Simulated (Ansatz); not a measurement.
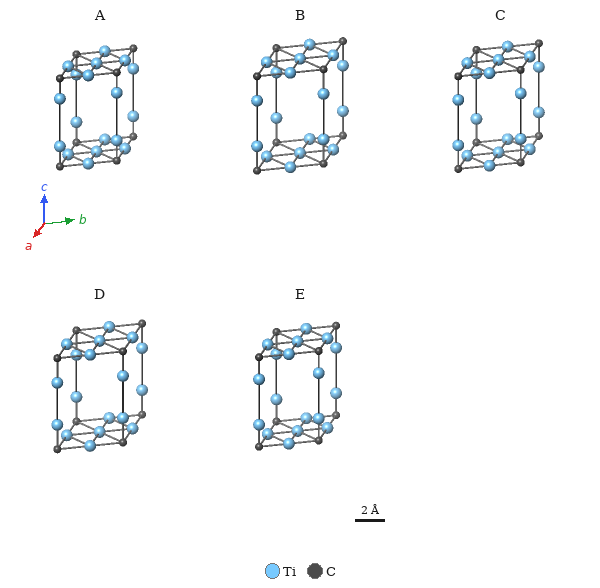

5 geometries from one relaxation of a crystal of Ti$_{5}$C (a generated structure, set up in P6/mmm) (coarse preliminary run), in shuffled order. Style: ball-and-stick. Shown: the cell of the calculation, from a free direction.

Computed with Ansatz, DFT PBE, scalar-relativistic, plane waves, PAW. (plane-wave cutoff 420 eV; k-point mesh 6 × 6 × 4; occupations gaussian; smearing width 0.1 eV; no spin polarisation; cell and atoms relaxed; force threshold 0.04 eV/Å; at most 70 steps)

**Order the frames from highest to lowest energy.**

A, E, C, D, B. They are steps 0, 1, 2, 4, 8, at +10.334 eV per cell of the calculation, +3.765 eV per cell of the calculation, +0.940 eV per cell of the calculation, +0.190 eV per cell of the calculation relative to the last. The largest moves relative to the cell, 0.21 Å, are those of Ti atoms. C stays in place. The volume changes by +46.3 %, with a = b 4.113 → 4.807 Å (+16.9 %), c 6.862 → 7.347 Å (+7.1 %). Among the contacts that change: Ti–Ti 3.159 → 3.805 Å, Ti–Ti 2.593 → 3.065 Å, Ti–Ti 2.056 → 2.404 Å, C–Ti 2.056 → 2.404 Å. The space group stays P6/mmm (No. 191). The energy falls by 10.334 eV per cell of the calculation in 6 accepted moves (8 points after the start). The largest force component goes from 17 to 0.015 eV/Å. Pressure: 75.61 GPa at the start and −0.03 GPa at the end. The SCF was repeated twice at an unchanged geometry on a basis and grid sized afresh for the cell, which shifted the energy by 0.153 eV per cell of the calculation at most.

Limits of the set-up: layers or molecules are held without a dispersion correction, so their spacing is unreliable.
